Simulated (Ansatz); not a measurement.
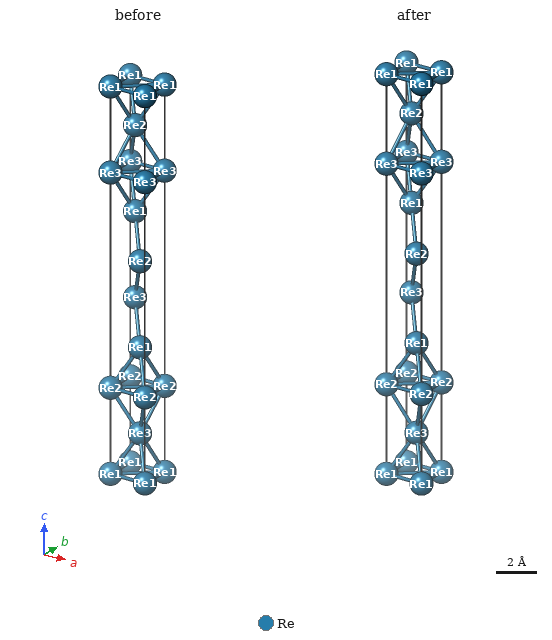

Left: a symmetric starting cell of Re. Right: the same structure after one change, at the same scale. The picture is a ball-and-stick view of the conventional cell (3 times the calculation's cell), seen slightly off an axis. Lengths and directions refer to the drawn axes.

These are results of Ansatz 0.2.0, DFT PBEsol, scalar-relativistic, plane waves, PAW, not measurements. (plane-wave cutoff 420 eV; k-point mesh 18 × 18 × 18; occupations gaussian; smearing width 0.1 eV; no spin polarisation)

**What distinguishes the right structure from the left one?**

The cell is strained by +3.2 % along c and +1.7 % across it (volume +6.7 %) and atoms are displaced by 0.04 Å relative to the cell: Re3 0.04 Å along −c. No relaxation follows. The starting cell wasn't computed here and needn't be at equilibrium, so pressure and forces aren't due to the change alone.

**How do the computed properties respond?**

The pressure is −26.2 GPa (not all of it need come from the change, since the unchanged cell can be under pressure at this level too). The principal stresses (compression positive) are −30.3 GPa along c and −24.1 GPa across it. The largest forces, 0.42 eV/Å, act on Re2 and Re3; on Re2 it points along −c. The forces point straight back along the displacements (cosine −1.00). Near-neighbour distances before and after: Re–Re 2.746 → 2.789 to 2.880 Å, Re–Re 2.768 → 2.814 Å. The space group stays R-3m (No. 166).
